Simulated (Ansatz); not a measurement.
**NaI: density, localisation and related maps**

```xyz
2
Lattice="0.0000 4.0405 0.0000 0.0000 0.0000 4.0405 4.1157 0.0000 0.0000" Properties=species:S:1:pos:R:3 pbc="T T T"
Na    0.0000    0.0000    0.0000
I     2.0578    2.0203    2.0203
```

Space group P4/mmm; started from the CsCl prototype, which need not be the ambient phase; changed on purpose from its base cell (uniaxial x strain +1.9%).

These are results of DFT, HSE06, plane waves, PAW (Ansatz 0.2.0), not measurements.

Core electrons are frozen (PAW), and the valence fields are smoothed inside the atomic spheres.

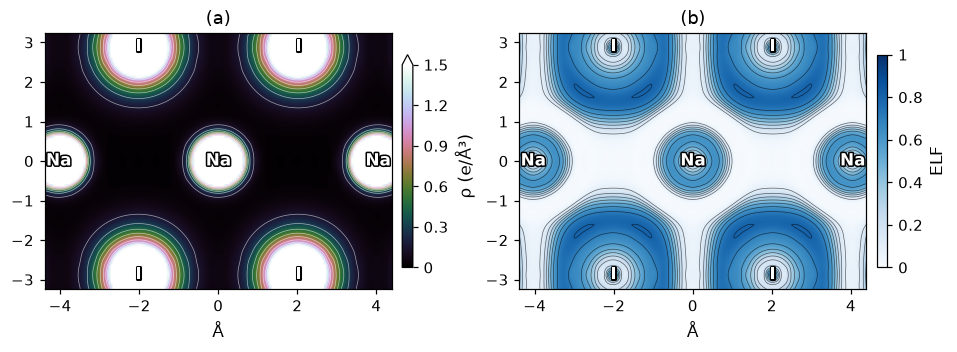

Figure 1. (a) valence charge density (pseudo); (b) electron localisation function on the (011) plane of the conventional cell.

Q: Describe what can be read from this map.

A:
- The plane passes through Na and I nuclei.
- Na–I (3.52 Å): ρ at the midpoint is about 0.08 e/Å³, with its minimum of 0.03 e/Å³ about 1.3 Å from Na; the ELF peaks at about 0.80 in the valence shell of I, 1.4 Å from its nucleus, and falls to about 0 next to Na; a closed-shell, largely ionic contact.
- Between the atoms the lowest density in this plane is 0.01 e/Å³.
- The features right at Na lie inside the PAW spheres, where the map follows smoothed inner orbitals and isn't to be read closely.

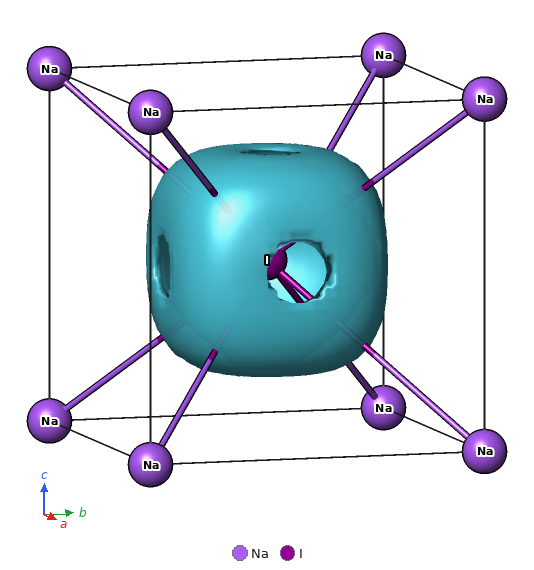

Figure 2. Isosurface of the ELF at 0.75 (cyan), seen slightly off an axis. Only the valence region is drawn (cores and ρ < 0.01 e/Å³ removed). Sticks mark near contacts.

Q: Identify the bonds, lone pairs and shells in this picture.

A: At this value the surface marks out one region wrapped around I (its valence shell), counted in one cell of 2 atoms. Regions shared between cells count once.

Q: Does the calculation make it a metal, or give it a gap?

A: It is gapped, with a Kohn–Sham gap of 3.2 eV on the k-point mesh (the band edges may lie off the mesh, which would make the gap smaller).
